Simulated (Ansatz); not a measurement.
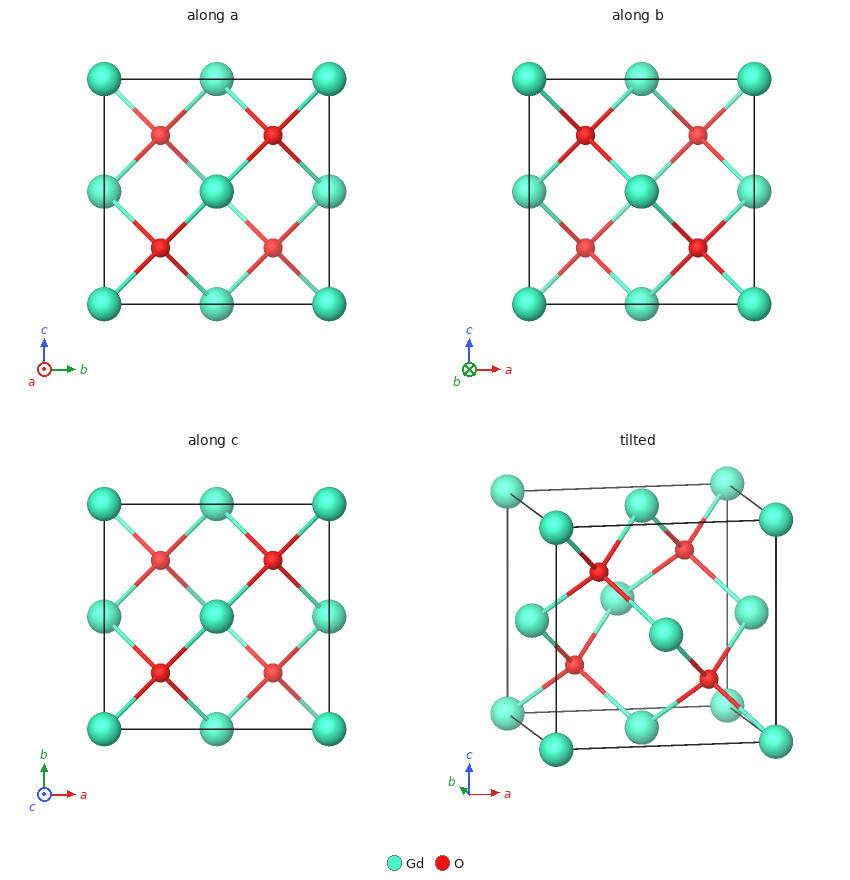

We look at a ball-and-stick model of the crystal along the a axis, along the b axis, along the c axis and slightly off an axis. The edges of the conventional unit cell are marked.

Lattice parameters: a = 5.2893 Å, b = 5.2893 Å, c = 5.2893 Å, α = 90.000°, β = 90.000°, γ = 90.000°.

Q: Convert the drawing into a CIF in P1 with every atom of the cell.

A:
```cif
data_structure
_symmetry_space_group_name_H-M 'P 1'
_symmetry_Int_Tables_number 1
_cell_length_a 5.2893
_cell_length_b 5.2893
_cell_length_c 5.2893
_cell_angle_alpha 90.000
_cell_angle_beta 90.000
_cell_angle_gamma 90.000
_cell_volume 147.97
loop_
_atom_site_label
_atom_site_type_symbol
_atom_site_fract_x
_atom_site_fract_y
_atom_site_fract_z
_atom_site_occupancy
Gd1 Gd 0.0000 0.0000 0.0000 1
O1 O 0.2500 0.2500 0.7500 1
Gd2 Gd 0.0000 0.5000 0.5000 1
O2 O 0.2500 0.7500 0.2500 1
Gd3 Gd 0.5000 0.0000 0.5000 1
O3 O 0.7500 0.2500 0.2500 1
Gd4 Gd 0.5000 0.5000 0.0000 1
O4 O 0.7500 0.7500 0.7500 1
```

It goes back to a structure type known for this compound. The cell was then strained or its atoms displaced on purpose. It was the input of a calculation with Ansatz.

At this level of theory the cell isn't at rest (compressed, at 7 GPa), so its distances can differ from those at equilibrium, the more so the softer the solid.
